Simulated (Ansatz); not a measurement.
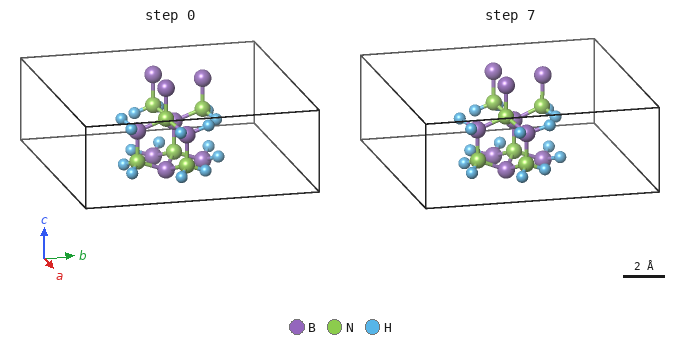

The structure of a wire of composition B3H8N3 before (left) and after (right) a relaxation, at one scale.

The picture is a ball-and-stick view of the cell of the calculation, with the vacuum cut short, seen slightly off an axis.

Case: wire along [0 0 1], 12 atoms a period, capped with H.

Method: DFT PBE, scalar-relativistic, plane waves, PAW (Ansatz 0.2.0). Set-up: plane-wave cutoff 420 eV; k-point mesh 1 × 1 × 8; occupations gaussian; smearing width 0.05 eV; no spin polarisation; cell relaxed at fixed a, b, alpha, beta, gamma; force threshold 0.02 eV/Å; at most 45 steps.

Question: What changed between the two?

Answer: The largest moves relative to the centre of the atoms, 0.12 Å, are those of H atoms. By element the largest moves are H 0.12 Å, N 0.06 Å, B 0.04 Å. Along the periodic axis the drawn cell goes c 4.225 → 4.371 Å (+3.5 %). Near-neighbour distances that change, for instance: B–H 1.190 → 1.226 Å, B–N 1.567 → 1.594 Å, B–N 1.583 → 1.608 Å. Bond angles that change, for instance: N–B–N 109.2° → 103.9°, B–N–B 109.8° → 114.6°, H–N–H 109.2° → 104.4°. Over 5 accepted moves (7 points after the start) the energy falls by 0.606 eV per cell of the calculation. The largest force component goes from 1.1 to 0.0074 eV/Å. The SCF was repeated twice at an unchanged geometry on a basis and grid sized afresh for the cell, which shifted the energy by 31.3 meV per cell of the calculation at most.
